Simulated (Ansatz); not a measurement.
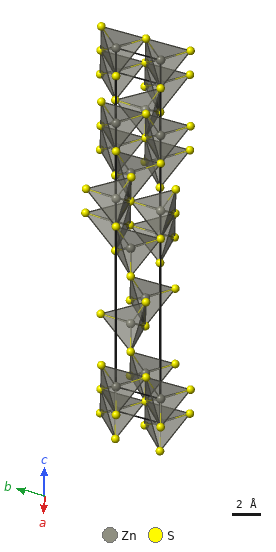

Reference structure: a crystal of ZnS (built on the database structure type) at its r2SCAN-relaxed geometry. A polyhedral model of the conventional cell (3 times the calculation's cell), seen from a free direction. Lengths and directions refer to the drawn axes.

These are results of DFT, HSE06, plane waves, PAW (Ansatz 0.2.0), not measurements. (plane-wave cutoff 420 eV; k-point mesh 4 × 4 × 4; occupations fixed; no spin polarisation)

Now this is done to it. All lengths are scaled by −0.9 % (volume −2.5 %). The atoms were relaxed with r2SCAN under that strain, and this is a single point on that geometry.

What is the effect?

Answer. Some distances before and after: S–Zn 2.334 → 2.312 to 2.317 Å. The space group stays R3m (No. 160). Energy change: +8.8 meV per atom. Pressure: 1.8 GPa before, 4.0 GPa after. The principal stresses (compression positive) are 3.7 GPa along c and 4.1 GPa across it. The largest force is 0.012 eV/Å, on a Zn atom. The band gap goes from 3.43 to 3.56 eV.
